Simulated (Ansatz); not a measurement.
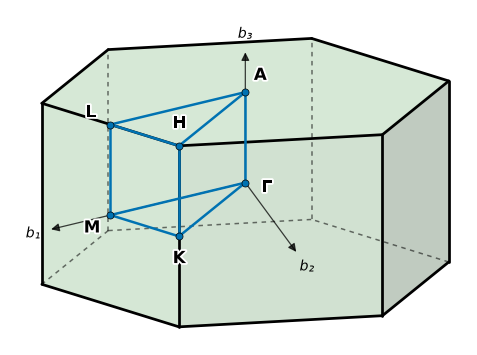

The figure shows the first Brillouin zone with its special points and a band path. Crystal: MgI₂, a calculation's input that goes back to an entry of the Crystallography Open Database (an earlier step may have relaxed or displaced it). Symmetry computed with spglib at a tolerance of 0.002 Å; standard conventional cell.

Labels and path follow the convention of Hinuma et al. (2017), as computed by seekpath; the arrows show the directions of the reciprocal primitive vectors b₁, b₂, b₃.

Question: Name the Bravais lattice of the crystal.

Answer: A primitive hexagonal lattice (hP; extended symbol hP2). The zone is a hexagonal prism in its combinatorial type: 8 faces (6 with 4 edges, 2 with 6 edges), 18 edges, 12 vertices.

Question: In which order does the conventional band path visit the special points?

Answer: Γ–M–K–Γ–A–L–H–A | L–M | H–K
